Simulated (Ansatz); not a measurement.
## Electronic structure of CdSe in real space

Input

```
crystal:
  lattice:
    - [0.0, 2.8461812552, 2.8461812552]
    - [2.8461812552, 0.0, 2.8461812552]
    - [3.0049981693, 3.0049981693, -0.158816914]
  atoms:
    - { symbol: Cd, position: [0.0, 0.0, 0.0] }
    - { symbol: Se, position: [0.75, 0.75, 0.75] }
basis:
  ecutwfc: 420
kpoints:
  mp_grid: { grid: [10, 10, 10] }
hamiltonian:
  xc: pbe
scf:
  occupations: { method: gaussian, width: 0.05 }
output:
  forces: true
  stress: true
  eigenvalues: true
  write_density: true
  write_potential: true
  elf: true
  volumetric_format: npy
```

Run with:

```sh
ansatz run input.yaml --threads 1 --pin off --max-ram 2048MiB --backend cpu --events-out ev --progress --plain --runs-dir out
```

Below, planes, directions and counts refer to the conventional cell (a = 4.03 Å, b = 4.03 Å, c = 10.68 Å, α = 90.00°, β = 90.00°, γ = 120.00°).

Space group R3m; a structure from a database of computed crystals, not necessarily the ambient phase; not relaxed (largest force 0.9 eV/Å); computed pressure about 12 GPa in this cell.

All numbers below come from DFT PBE, scalar-relativistic, plane waves, PAW (Ansatz).

Core electrons are frozen (PAW), and the valence fields are smoothed inside the atomic spheres.

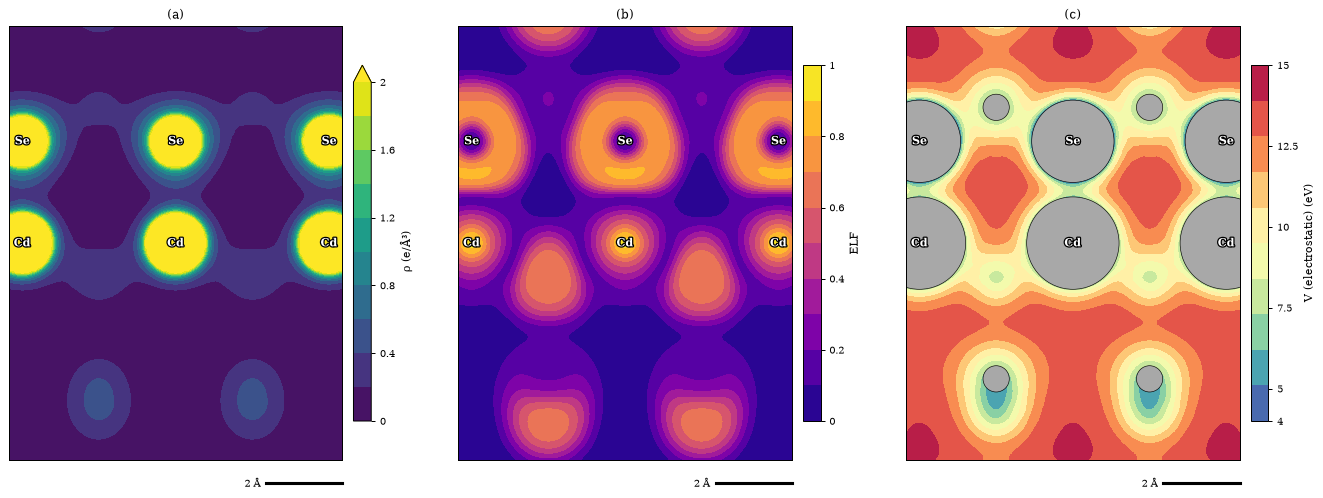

Figure 1. (a) valence pseudo-density; (b) ELF; (c) electrostatic potential (local pseudopotential plus Hartree) felt by an electron on the (100) plane of the conventional cell. Grey discs cover the atomic cores in the potential map.

> Read the bonding off the picture.

- The plane passes through Cd and Se nuclei.
- Cd–Se (2.67 Å): ρ is about 0.36 e/Å³ halfway; the ELF is about 0.35 at the midpoint and 0.15 at its lowest between the atoms.
- Between the atoms the lowest density in this plane is 0.01 e/Å³.
- The features right at Cd lie inside the PAW spheres, where the map follows smoothed inner orbitals and isn't to be read closely.
- Outside the cores the potential energy rises away from the atoms and is highest about 2.5 Å from the nearest atoms; its zero is arbitrary.

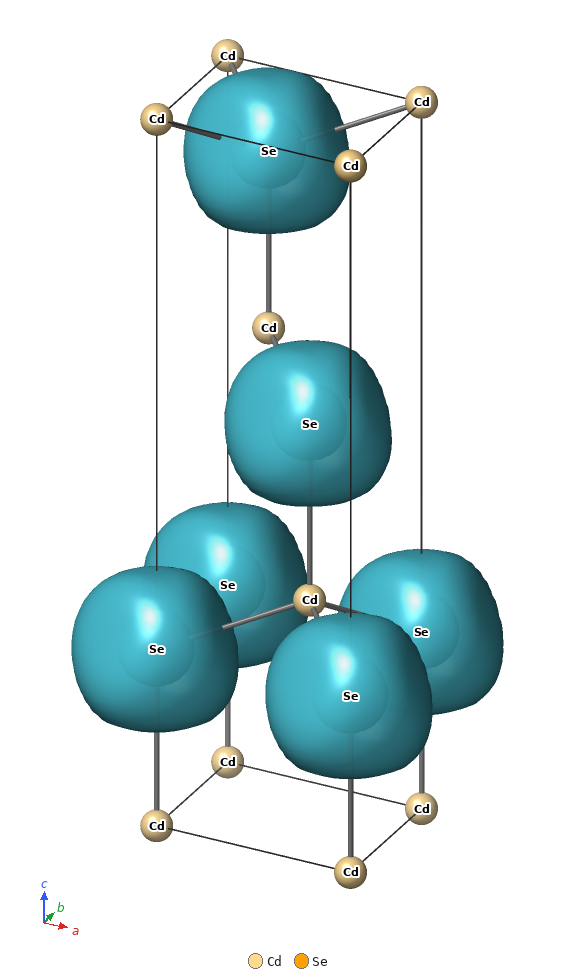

Figure 2. Isosurface of the electron localisation function at 0.65 (cyan), seen at an oblique angle. Core shells and regions of very low density are left out. Sticks mark near contacts.

> Where are the electrons localised?

At this value the surface marks out three regions wrapped around Se (the valence shell of each), counted in one cell of 6 atoms. Any copies at cell faces, edges or corners count once.


Cd–Se (2.49 Å): the ELF is about 0.35 at the midpoint.

> Does the calculation give a band gap?

It is gapped, with a Kohn–Sham gap of 0.70 eV on the k-point mesh, an upper bound to the gap of this method.
